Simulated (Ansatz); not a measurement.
System LiCl (space group Fm-3m, No. 225); source of the atomic positions: the input geometry of an electronic-structure calculation (not necessarily at equilibrium); the starting structure was generated, so it need not be a known form of this composition.

```
CELL_PARAMETERS angstrom
5.11207 0.00000 0.00000
0.00000 5.11207 0.00000
0.00000 0.00000 5.11207
ATOMIC_POSITIONS crystal
Li 0.00000 0.00000 0.00000
Cl 0.50000 0.00000 0.00000
Li 0.00000 0.50000 0.50000
Cl 0.50000 0.50000 0.50000
Li 0.50000 0.00000 0.50000
Cl 0.00000 0.00000 0.50000
Li 0.50000 0.50000 0.00000
Cl 0.00000 0.50000 0.00000
```

Describe the stacking along [111], with columns A (0, 0), B (1/3, 2/3), C (2/3, 1/3) of the hexagonal mesh spanned by (a − b)/2 and (b − c)/2.

Li(A) – Cl(C) – Li(B) – Cl(A) – Li(C) – Cl(B) (six layers in 8.85 Å).

Cl layers alone: CAB, the cubic close-packed type.

Li: three octahedral sites (per hexagonal cell).

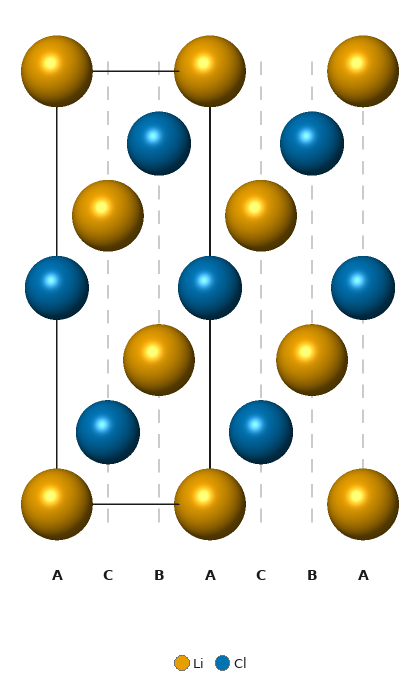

The picture looks along a close-packed row of the hexagonal mesh; [111] points upwards. The dashed lines mark the three columns A (0, 0), B (1/3, 2/3) and C (2/3, 1/3). The box is the hexagonal cell of the face-centred cubic lattice. The sequence starts with the first layer at or above the cell's origin.
